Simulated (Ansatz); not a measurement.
**Run report: Si₁₆O (charge −1), geometry relaxation (part 3 of 3)**

Continued. System: Si₁₆O (defect cell, 17 atoms in the cell, total charge −1). Method: DFT PBE, scalar-relativistic, plane waves, PAW, spin-polarised (Ansatz 0.2.0); cutoff 420 eV, 5×4×4 k-mesh, Gaussian smearing of 0.02 eV, collinear spins. The structure derives from a Materials Project entry. It belongs to a series of runs on one base structure; here: O interstitial, charge -1, atoms relaxed at the host's cell.

Geometry of the input (Å; fractional positions):
```
0.0000  0.0000  6.3650
7.7026  0.0000  0.0000
-3.8513  6.6706  0.0000
Si 0.0672  0.1602  0.3203
Si 0.0672  0.1602  0.8398
Si 0.0655  0.6667  0.3333
Si 0.0672  0.6797  0.8398
Si 0.5665  0.3390  0.1695
Si 0.5674  0.3333  0.6667
Si 0.5665  0.8305  0.1695
Si 0.5665  0.8305  0.6610
Si 0.4328  0.1602  0.3203
Si 0.4328  0.1602  0.8398
Si 0.4345  0.6667  0.3333
Si 0.4328  0.6797  0.8398
Si 0.9335  0.3390  0.1695
Si 0.9326  0.3333  0.6667
Si 0.9335  0.8305  0.1695
Si 0.9335  0.8305  0.6610
O  0.2500  0.0000  0.0000
```

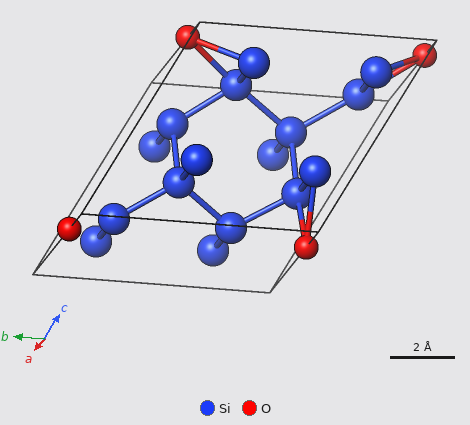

The geometry at step 2 of the log (ball-and-stick view of the cell of the calculation, seen at an oblique angle).

What the program printed, continued
```
SCF iter   1: F=—  HF=-10730.644684 eV  |F-HF|=—  |Δ(HF+E_count)|=         —  Δρ=8.79e-8 (↑6.68e-8 ↓8.79e-8)  dr2=9.92e-11  dr2_m=1.81e-12  M=0.000 μB ∫|m|=0.000 μB  β_m=0.30  ethr=1.00e-12  ⟨swp⟩=2.7  Hψ=4077  notcnv=0
preconditioner: auto → Resta (q_TF=auto, 2.115 Å⁻¹)  ε∞=5.5  [insulator: Δε(μ)=0.086 eV  Ē_g=8.181 eV  σ=0.020 eV  W_gap=0.62  n_scr=46 (ndim 8)  ℏωp=17.3 eV  f_vac=0.000  D(μ)=10.72/eV (n_scr^D=70)  ε∞_Penn≈5.5]
spin=Collinear: Resta preconditioning applied to the charge; magnetization (m = ρ↑ − ρ↓) channel mixes plain (no charge-response kernel on spin).
SCF iter   2: F=-10730.644684 eV  HF=-10730.644684 eV  |F-HF|=5.64e-11  |Δ(HF+E_count)|=  2.55e-11  Δρ=5.59e-8 (↑5.59e-8 ↓4.96e-8)  dr2=5.17e-11  dr2_m=1.75e-12  M=0.000 μB ∫|m|=0.000 μB  ethr=1.00e-12  ⟨swp⟩=5.0  Hψ=4456  notcnv=0
the starting moments were not kept: the SCF closed with an absolute magnetisation of 1.2e-4 μB, where they sum to 1.001 μB in size (13 sites). That is at most 0.1 of that sum. Measured as dr2_m measures the in/out step, that magnetisation stands 1.0e-9 eV from none, at or under the dr2_threshold of 1.0e-7 eV: it is no larger than a step whose dr2_m would equal this threshold.
SCF 4 converged in 2 iterations: F = -10730.644684 eV  dr2 = 5.17e-11
relax step   4: F+E_penalty+E_count = -10730.64468415 eV  Δ(F+E_penalty+E_count) = -2.547e-11 eV  max|allowed force component| = 4.447e-3 eV/Å  Δτ_max = 0.0000 Å  (2 SCF iters, accepted)
SCF converged after 2 iterations
Magnetization: 0.0001 μB (35.5001 up, 35.4999 down)
Absolute magnetization: 0.0001 μB (∫|ρ↑−ρ↓|, with the PAW one-centre terms)
Spin contamination: 0.0000 ħ² per cell (⟨S²⟩ above its minimum at these occupations)
Per-site moments (μB) at R_I (Å): [(3.5504972670921293e-6, 0.9612581657816205), (3.5504972671253233e-6, 0.9612581657816205), (3.321737663644522e-7, 0.9695035035640869), (3.550497267092121e-6, 0.9612581657816205), (1.7387668682175516e-6, 0.9695035035640875), (6.806601831322141e-6, 0.9698887714481038), (1.7387668681906545e-6, 0.969503503564087), (1.7387668682258985e-6, 0.9695035035640869), (3.550497267087577e-6, 0.9612581657816205), (3.5504972671120037e-6, 0.9612581657816205), (3.321737663547186e-7, 0.9695035035640869), (3.550497267090729e-6, 0.9612581657816205), (1.7387668682305957e-6, 0.9695035035640875), (6.806601831348566e-6, 0.9698887714481038), (1.738766868248596e-6, 0.969503503564087), (1.7387668682125348e-6, 0.9695035035640869), (2.267024949649436e-5, 1.0103958926822338)]
Free energy (F): -10730.644684 eV
Harris-Foulkes:  -10730.644684 eV  (|F-HF|=5.64e-11)
Internal energy: -10730.642540 eV  (E = F + TS)
E sigma→0 (E₀):  -10730.643612 eV
Entropy (-TS):   -0.002144 eV (-0.126 meV/atom)
Fermi energy:    6.196499 eV
--- Per-component energies (eV) ---
  E_band       = 75.911158
  E_kinetic    = 827.557326
  E_local      = -1031.736792  (includes V_loc(G=0)·N_el)
  E_nonlocal   = 465.457831
  E_hartree    = 370.364197
  E_xc         = -964.823634
  E_vxc        = -852.408218  (∫ρ·V_xc dr)
  E_paw        = -8361.161871  (= ΣΔE_a)
  E_vpaw       = -73.689922  (= ΣTr[D̂ρ^β])
  E_aug_tail   = 0.002432  (compensation charges beyond the density's cutoff)
  E_ewald      = -2036.302029
  E_smearing   = -0.002144  (= −TS)
  E_closure    = 0.000000  (closes the sum)
  E_deformation_potential = -12.614086  (in the stress; not in F)
  Σ components = -10730.644684   (vs F -10730.644684, Δ=0.00e0)
--- Forces (eV/Å), atoms counted from 1 ---
  atom   1  Si    -0.00000000     0.00105542     0.00307330
  atom   2  Si     0.00091402    -0.00052771     0.00307330
  atom   3  Si    -0.00000000    -0.00000000     0.00444687
  atom   4  Si    -0.00091402    -0.00052771     0.00307330
  atom   5  Si    -0.00269406    -0.00155542    -0.00026302
  atom   6  Si     0.00000000     0.00000000     0.00024721
  atom   7  Si     0.00269406    -0.00155542    -0.00026302
  atom   8  Si    -0.00000000     0.00311083    -0.00026302
  atom   9  Si    -0.00000000     0.00105542    -0.00307330
  atom  10  Si     0.00091402    -0.00052771    -0.00307330
  atom  11  Si    -0.00000000    -0.00000000    -0.00444687
  atom  12  Si    -0.00091402    -0.00052771    -0.00307330
  atom  13  Si    -0.00269406    -0.00155542     0.00026302
  atom  14  Si     0.00000000     0.00000000    -0.00024721
  atom  15  Si     0.00269406    -0.00155542     0.00026302
  atom  16  Si    -0.00000000     0.00311083     0.00026302
  atom  17  O     -0.00000000    -0.00000000     0.00000000
  max |Σ_I F_I| component: 4.67e-17 eV/Å
--- Charged-cell corrections in eV (Makov–Payne, q = -1.000 e, ε = [12.618, 12.618, 13.707]) ---
  F (periodic)     = -10730.644684  (uncorrected; the corrections below are reported, never added to it)
  E_corr1          = +0.228590  (monopole, q²α_M/2ε̄L, of the cell on which ε is isotropic)
  F Makov-Payne    = -10730.416094  (F + E_corr1; no measured alignment; for a localised charge, not one spread in a band: unchecked)
  no potential alignment in this run, which stands beside a crystal: run the host's input off ansatz write-host-input, and read the two finished runs by ansatz place-levels (neither reads a slab, a wire or a sheet, whose cell leaves a vacuum)
--- Band table (eV; the first three rows and the last of 24) ---
  k-point 0 ↑: bands = ["-10.7587", "-5.4420", "-3.7082", "-3.7082", "-3.4579", "-3.3718", "-2.0167", "-2.0167", "-1.6670", "-1.1775", "-1.1775", "-1.0224", "-0.5294", "0.2226", "0.5697", "0.5697", "1.2322", "1.2322", "1.8933", "2.9337", "2.9337", "3.3906", "3.3919", "3.3919", "3.9107", "4.5290", "4.8068", "4.8068", "5.0244", "5.0771", "5.0771", "5.5152", "5.5152", "5.9345", "6.5720", "6.5720", "6.9089", "6.9089", "7.1957", "7.6847", "8.6794", "8.6794", "8.7724", "8.7981", "8.7981", "9.2771", "9.2771", "9.3794", "9.7581", "9.9770", "10.2614", "10.5399", "10.5399", "10.6392"]
  k-point 1 ↑: bands = ["-10.7577", "-5.3075", "-4.1141", "-3.7802", "-3.4920", "-3.2797", "-1.8828", "-1.8198", "-1.6955", "-1.2690", "-1.2682", "-1.1223", "-0.5324", "0.6626", "0.8651", "1.2618", "1.2976", "1.5167", "1.9583", "2.5070", "2.5164", "3.2717", "3.4826", "3.5626", "3.6249", "3.7312", "4.0481", "4.3649", "4.4127", "5.2005", "5.2177", "5.2773", "5.5693", "5.6204", "5.8311", "6.2683", "7.1883", "8.0494", "8.0559", "8.3056", "8.3495", "8.9501", "9.0156", "9.1099", "9.2695", "9.2852", "9.9368", "9.9750", "10.0109", "10.0295", "10.1635", "10.7246", "10.7414", "10.7465"]
  k-point 2 ↑: bands = ["-10.7568", "-5.0377", "-4.6234", "-3.8428", "-3.4975", "-2.8628", "-2.5964", "-1.6324", "-1.6156", "-1.3445", "-1.2349", "-0.7728", "-0.4508", "1.2107", "1.2125", "1.3937", "1.6445", "1.8743", "1.8974", "2.2456", "2.6433", "2.8053", "3.1037", "3.2859", "3.4302", "3.5370", "3.7306", "3.7550", "4.0355", "4.6188", "4.9375", "5.4512", "5.6160", "5.6383", "5.8746", "5.9078", "7.4725", "7.7916", "7.9307", "8.4870", "9.3499", "9.4185", "9.4379", "9.5461", "9.9594", "10.0210", "10.2461", "10.2808", "10.4357", "10.5783", "10.6671", "10.6699", "10.9230", "10.9423"]
  k-point 11 ↓: bands = ["-10.7530", "-4.6011", "-4.1239", "-3.9378", "-3.7963", "-3.3328", "-3.2189", "-2.6923", "-2.3110", "-0.9449", "-0.6265", "0.2137", "0.3052", "0.9330", "1.0221", "1.1583", "1.9070", "2.1238", "2.4947", "2.5508", "2.8896", "3.1301", "3.2948", "3.4908", "3.6904", "3.7336", "3.9632", "4.0065", "4.1527", "4.2738", "4.3570", "4.6467", "4.6844", "5.3568", "5.7462", "6.1150", "8.0214", "8.0955", "8.1991", "8.6223", "8.7369", "8.9460", "9.1055", "9.2103", "9.3381", "9.5388", "9.6697", "9.7436", "9.9025", "10.2401", "10.3760", "10.5834", "10.6818", "10.9123"]
--- Relaxed structure (4 steps of the walk, 4 accepted, 0 SCFs on fresh bases) ---
  F+E_penalty+E_count = -10730.64468415 eV   max|allowed force component| = 4.447e-3 eV/Å
  atoms:
    - { symbol: Si, position: [0.06694308677754263, 0.16149723467364405, 0.3229944693472881] }
    - { symbol: Si, position: [0.06694308677754263, 0.16149723467364402, 0.838502765326356] }
    - { symbol: Si, position: [0.06414784809774615, 0.6666666666666669, 0.3333333333333334] }
    - { symbol: Si, position: [0.06694308677754263, 0.6770055306527121, 0.838502765326356] }
    - { symbol: Si, position: [0.5653014661260162, 0.33668909316912743, 0.1683445465845637] }
    - { symbol: Si, position: [0.5652995199514945, 0.3333333333333334, 0.6666666666666667] }
    - { symbol: Si, position: [0.5653014661260162, 0.8316554534154363, 0.16834454658456366] }
    - { symbol: Si, position: [0.5653014661260162, 0.8316554534154363, 0.6633109068308726] }
    - { symbol: Si, position: [0.4330569132224574, 0.16149723467364405, 0.3229944693472881] }
    - { symbol: Si, position: [0.4330569132224574, 0.16149723467364402, 0.838502765326356] }
    - { symbol: Si, position: [0.435852151902254, 0.6666666666666669, 0.3333333333333334] }
    - { symbol: Si, position: [0.4330569132224574, 0.6770055306527121, 0.838502765326356] }
    - { symbol: Si, position: [0.934698533873984, 0.33668909316912743, 0.1683445465845637] }
    - { symbol: Si, position: [0.9347004800485058, 0.3333333333333334, 0.6666666666666667] }
    - { symbol: Si, position: [0.934698533873984, 0.8316554534154363, 0.16834454658456366] }
    - { symbol: Si, position: [0.934698533873984, 0.8316554534154363, 0.6633109068308726] }
    - { symbol: O, position: [0.25000000000000006, 1.4572073571303685e-17, -4.3534333496325615e-17] }
--- Löwdin populations: 17 sites ---
  site symbol       q [e]    m [muB]
     0     Si      3.8807     0.0000
     1     Si      3.8807     0.0000
     2     Si      4.0023     0.0000
     3     Si      3.8807     0.0000
     4     Si      3.9752     0.0000
     5     Si      4.1406     0.0000
     6     Si      3.9752     0.0000
     7     Si      3.9752     0.0000
     8     Si      3.8807     0.0000
     9     Si      3.8807     0.0000
    10     Si      4.0023     0.0000
    11     Si      3.8807     0.0000
    12     Si      3.9752     0.0000
    13     Si      4.1406     0.0000
    14     Si      3.9752     0.0000
    15     Si      3.9752     0.0000
    16      O      6.7739     0.0000
  spilling = 0.011344 (of n_electrons = 71.000000)
```

File populations.tsv
```
# site	symbol	l	j	q_up	q_dn
# orbitals = lowdin
# n_electrons = 71.000000
# spilling = 0.011344
0	Si	0_3S	-	0.601324	0.601324
0	Si	1_3P	-	1.339009	1.339003
1	Si	0_3S	-	0.601324	0.601324
1	Si	1_3P	-	1.339009	1.339003
2	Si	0_3S	-	0.598724	0.598724
2	Si	1_3P	-	1.402407	1.402406
3	Si	0_3S	-	0.601324	0.601324
3	Si	1_3P	-	1.339009	1.339003
4	Si	0_3S	-	0.602367	0.602367
4	Si	1_3P	-	1.385215	1.385212
5	Si	0_3S	-	0.640105	0.640105
5	Si	1_3P	-	1.430204	1.430189
6	Si	0_3S	-	0.602367	0.602367
6	Si	1_3P	-	1.385215	1.385212
7	Si	0_3S	-	0.602367	0.602367
7	Si	1_3P	-	1.385215	1.385212
8	Si	0_3S	-	0.601324	0.601324
8	Si	1_3P	-	1.339009	1.339003
9	Si	0_3S	-	0.601324	0.601324
9	Si	1_3P	-	1.339009	1.339003
10	Si	0_3S	-	0.598724	0.598724
10	Si	1_3P	-	1.402407	1.402406
11	Si	0_3S	-	0.601324	0.601324
11	Si	1_3P	-	1.339009	1.339003
12	Si	0_3S	-	0.602367	0.602367
12	Si	1_3P	-	1.385215	1.385212
13	Si	0_3S	-	0.640105	0.640105
13	Si	1_3P	-	1.430204	1.430189
14	Si	0_3S	-	0.602367	0.602367
14	Si	1_3P	-	1.385215	1.385212
15	Si	0_3S	-	0.602367	0.602367
15	Si	1_3P	-	1.385215	1.385212
16	O	0_2S	-	0.953562	0.953562
16	O	1_2P	-	2.433417	2.433392
```

Trajectory as extended XYZ (Å, eV, eV/Å), 4 frames, from step=1 to step=4
```
17
Lattice="0.0000 0.0000 6.3650 7.7026 0.0000 0.0000 -3.8513 6.6706 0.0000" Properties=species:S:1:pos:R:3:forces:R:3 step=1 energy=-10730.62186
Si    0.0000    2.1368    0.4279    0.0000   0.1253  -0.0904
Si   -2.0008    5.6022    0.4279    0.1085  -0.0626  -0.0904
Si    3.8513    2.2235    0.4167    0.0000   0.0000  -0.0731
Si    2.0008    5.6022    0.4279   -0.1085  -0.0626  -0.0904
Si    1.9586    1.1308    3.6060   -0.1290  -0.0745  -0.1436
Si    0.0000    4.4471    3.6117    0.0000   0.0000  -0.3432
Si    5.7440    1.1308    3.6060    0.1290  -0.0745  -0.1436
Si    3.8513    4.4090    3.6060    0.0000   0.1490  -0.1436
Si    0.0000    2.1368    2.7547    0.0000   0.1253   0.0904
Si   -2.0008    5.6022    2.7547    0.1085  -0.0626   0.0904
Si    3.8513    2.2235    2.7658    0.0000   0.0000   0.0731
Si    2.0008    5.6022    2.7547   -0.1085  -0.0626   0.0904
Si    1.9586    1.1308    5.9415   -0.1290  -0.0745   0.1436
Si    0.0000    4.4471    5.9358    0.0000   0.0000   0.3432
Si    5.7440    1.1308    5.9415    0.1290  -0.0745   0.1436
Si    3.8513    4.4090    5.9415    0.0000   0.1490   0.1436
O     0.0000    0.0000    1.5913    0.0000   0.0000   0.0000
17
Lattice="0.0000 0.0000 6.3650 7.7026 0.0000 0.0000 -3.8513 6.6706 0.0000" Properties=species:S:1:pos:R:3:forces:R:3 step=2 energy=-10730.64218
Si    0.0000    2.1480    0.4275    0.0000   0.0504  -0.0447
Si   -1.9910    5.5966    0.4275    0.0436  -0.0252  -0.0447
Si    3.8513    2.2235    0.4114    0.0000   0.0000  -0.0374
Si    1.9910    5.5966    0.4275   -0.0436  -0.0252  -0.0447
Si    1.9484    1.1249    3.6007   -0.0282  -0.0163  -0.0459
Si    0.0000    4.4471    3.6022    0.0000   0.0000  -0.1066
Si    5.7542    1.1249    3.6007    0.0282  -0.0163  -0.0459
Si    3.8513    4.4208    3.6007    0.0000   0.0325  -0.0459
Si    0.0000    2.1480    2.7550    0.0000   0.0504   0.0447
Si   -1.9910    5.5966    2.7550    0.0436  -0.0252   0.0447
Si    3.8513    2.2235    2.7711    0.0000   0.0000   0.0374
Si    1.9910    5.5966    2.7550   -0.0436  -0.0252   0.0447
Si    1.9484    1.1249    5.9469   -0.0282  -0.0163   0.0459
Si    0.0000    4.4471    5.9454    0.0000   0.0000   0.1066
Si    5.7542    1.1249    5.9469    0.0282  -0.0163   0.0459
Si    3.8513    4.4208    5.9469    0.0000   0.0325   0.0459
O     0.0000    0.0000    1.5913    0.0000   0.0000   0.0000
17
Lattice="0.0000 0.0000 6.3650 7.7026 0.0000 0.0000 -3.8513 6.6706 0.0000" Properties=species:S:1:pos:R:3:forces:R:3 step=3 energy=-10730.64468
Si    0.0000    2.1546    0.4261    0.0000   0.0011   0.0031
Si   -1.9854    5.5933    0.4261    0.0009  -0.0005   0.0031
Si    3.8513    2.2235    0.4083    0.0000   0.0000   0.0044
Si    1.9854    5.5933    0.4261   -0.0009  -0.0005   0.0031
Si    1.9450    1.1230    3.5982   -0.0027  -0.0016  -0.0003
Si    0.0000    4.4471    3.5981    0.0000   0.0000   0.0002
Si    5.7575    1.1230    3.5982    0.0027  -0.0016  -0.0003
Si    3.8513    4.4247    3.5982    0.0000   0.0031  -0.0003
Si    0.0000    2.1546    2.7564    0.0000   0.0011  -0.0031
Si   -1.9854    5.5933    2.7564    0.0009  -0.0005  -0.0031
Si    3.8513    2.2235    2.7742    0.0000   0.0000  -0.0044
Si    1.9854    5.5933    2.7564   -0.0009  -0.0005  -0.0031
Si    1.9450    1.1230    5.9494   -0.0027  -0.0016   0.0003
Si    0.0000    4.4471    5.9494    0.0000   0.0000  -0.0002
Si    5.7575    1.1230    5.9494    0.0027  -0.0016   0.0003
Si    3.8513    4.4247    5.9494    0.0000   0.0031   0.0003
O     0.0000    0.0000    1.5913    0.0000   0.0000   0.0000
17
Lattice="0.0000 0.0000 6.3650 7.7026 0.0000 0.0000 -3.8513 6.6706 0.0000" Properties=species:S:1:pos:R:3:forces:R:3 step=4 energy=-10730.64468
Si    0.0000    2.1546    0.4261    0.0000   0.0011   0.0031
Si   -1.9854    5.5933    0.4261    0.0009  -0.0005   0.0031
Si    3.8513    2.2235    0.4083    0.0000   0.0000   0.0044
Si    1.9854    5.5933    0.4261   -0.0009  -0.0005   0.0031
Si    1.9450    1.1230    3.5982   -0.0027  -0.0016  -0.0003
Si    0.0000    4.4471    3.5981    0.0000   0.0000   0.0002
Si    5.7575    1.1230    3.5982    0.0027  -0.0016  -0.0003
Si    3.8513    4.4247    3.5982    0.0000   0.0031  -0.0003
Si    0.0000    2.1546    2.7564    0.0000   0.0011  -0.0031
Si   -1.9854    5.5933    2.7564    0.0009  -0.0005  -0.0031
Si    3.8513    2.2235    2.7742    0.0000   0.0000  -0.0044
Si    1.9854    5.5933    2.7564   -0.0009  -0.0005  -0.0031
Si    1.9450    1.1230    5.9494   -0.0027  -0.0016   0.0003
Si    0.0000    4.4471    5.9494    0.0000   0.0000  -0.0002
Si    5.7575    1.1230    5.9494    0.0027  -0.0016   0.0003
Si    3.8513    4.4247    5.9494    0.0000   0.0031   0.0003
O     0.0000    0.0000    1.5913    0.0000   0.0000   0.0000
```

Results in brief

```csv
quantity,value
outcome,converged
electrons treated,71
free energy,−10730.6447 eV
Fermi energy,6.196 eV
gap on the k-point mesh,none (metallic)
net moment of the cell,0.00 μB
integrated absolute moment,0.00 μB
final volume,327.04 Å³
largest force (length of the vector) at the end,0.004 eV/Å
hardware,"4 threads of Arm Neoverse V1, 24 GiB of memory available, shared host"
wall time,72 s (CPU time 4.7 min)
peak memory,0.92 GiB
```

Remarks

Warnings of the run: some starting moments were not kept.
